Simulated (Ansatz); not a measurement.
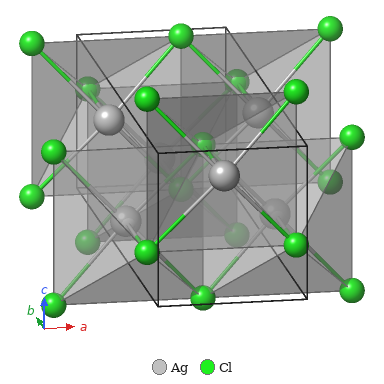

System: AgCl, space group Cmcm (No. 63). The picture shows the conventional cell.

Structure:
```
CELL_PARAMETERS angstrom
1.87091 -5.55660 0.00000
1.87091 5.55660 0.00000
0.00000 0.00000 3.92404
ATOMIC_POSITIONS crystal
Ag 0.39656 0.60344 0.75000
Ag 0.60344 0.39656 0.25000
Cl 0.86545 0.13455 0.25000
Cl 0.13455 0.86545 0.75000
```

Computed with Ansatz 0.2.0: periodic Kohn-Sham DFT of a crystal at fixed atoms, scaled to the stated factor times the given cell; pressure positive in compression. Level: PBE.

| setting | value |
| --- | --- |
| method | all-electron PAW |
| relativity | scalar |
| k mesh | 9×9×8 |
| occupations | Fermi–Dirac |
| smearing width | 0.03 eV |
| nucleus | Gaussian |

V(given) is 20.40 Å³/atom.

Predict the pressure and largest field gradient Vzz against V/V(given). The V/V(given) takes the values 0.94, 0.96, 0.98, 0.99, 1.00, 1.01, 1.02, 1.04, 1.06.

The pressure falls from 5.722 GPa at V/V(given) 0.94 to −1.085 GPa at 1.06, and changes sign near 1.03. The largest field gradient Vzz rises from −5.511 1e21 V/m² at V/V(given) 0.94 to −5.476 1e21 V/m² at 1.06. The volume at zero pressure from a fit of the pressures is 21.1 Å³/atom. The bulk modulus from that fit is 46.6 GPa.

```json
{"V/V(given)": "0.94", "pressure (GPa)": "5.722", "largest field gradient Vzz (1e21 V/m²)": "-5.511"}
{"V/V(given)": "0.96", "pressure (GPa)": "4.216", "largest field gradient Vzz (1e21 V/m²)": "-5.507"}
{"V/V(given)": "0.98", "pressure (GPa)": "2.881", "largest field gradient Vzz (1e21 V/m²)": "-5.503"}
{"V/V(given)": "0.99", "pressure (GPa)": "2.273", "largest field gradient Vzz (1e21 V/m²)": "-5.500"}
{"V/V(given)": "1.00", "pressure (GPa)": "1.701", "largest field gradient Vzz (1e21 V/m²)": "-5.497"}
{"V/V(given)": "1.01", "pressure (GPa)": "1.163", "largest field gradient Vzz (1e21 V/m²)": "-5.494"}
{"V/V(given)": "1.02", "pressure (GPa)": "0.656", "largest field gradient Vzz (1e21 V/m²)": "-5.491"}
{"V/V(given)": "1.04", "pressure (GPa)": "-0.268", "largest field gradient Vzz (1e21 V/m²)": "-5.484"}
{"V/V(given)": "1.06", "pressure (GPa)": "-1.085", "largest field gradient Vzz (1e21 V/m²)": "-5.476"}
```

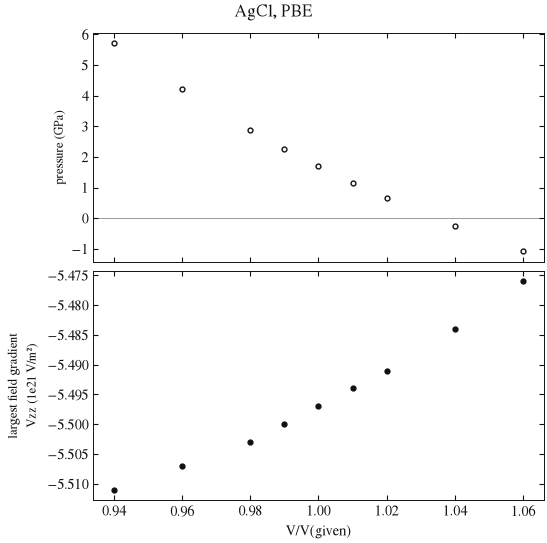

Note: field gradient without spin-orbit coupling on heavy atoms; shape and atomic fractions are frozen while scaling, which makes layered, chain and framework solids too stiff.
